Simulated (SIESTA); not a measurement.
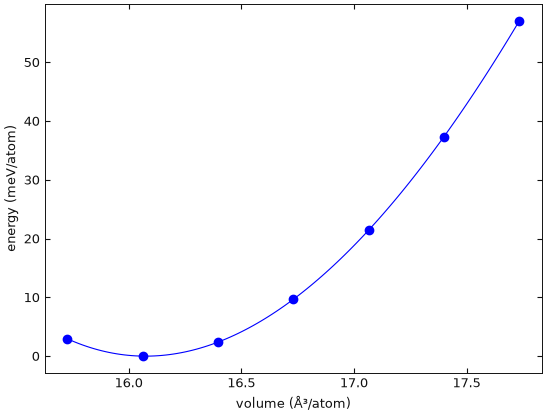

The plot gives the computed energy against volume for Ti, space group Fm-3m (No. 225).

The given structure:
```yaml
crystal:
  lattice:
    - [0.00000, 2.03000, 2.03000]
    - [2.03000, 0.00000, 2.03000]
    - [2.03000, 2.03000, 0.00000]
  atoms:
    - { symbol: Ti, position: [0.00000, 0.00000, 0.00000] }
```

Method: DFT in numerical atomic orbitals with pseudopotentials, no spin polarisation; energies at scaled volumes of the given cell, shape and fractions fixed, counted from the fit's minimum, third-order Birch-Murnaghan fit (SIESTA 5.4.2). Level: LDA.

k mesh 11×11×11; occupations Fermi–Dirac; smearing width 0.05 eV; potentials PseudoDojo 0.4 standard, converted to PSML, two zetas on semicore shells; program settings basis DZP, mesh cutoff 800 Ry.

From this curve and the settings, what does the calculation give for the pressure at the same points?

The pressure falls from 2.79 GPa at volume 15.73 Å³/atom to −10.27 GPa at 17.73 Å³/atom, and changes sign near 16.08 Å³/atom.

| volume (Å³/atom) | pressure (GPa) |
| --- | --- |
| 15.73 | 2.79 |
| 16.06 | 0.12 |
| 16.40 | −2.37 |
| 16.73 | −4.56 |
| 17.07 | −6.66 |
| 17.40 | −8.54 |
| 17.73 | −10.27 |

Caveats: mulliken charges of long orbitals.
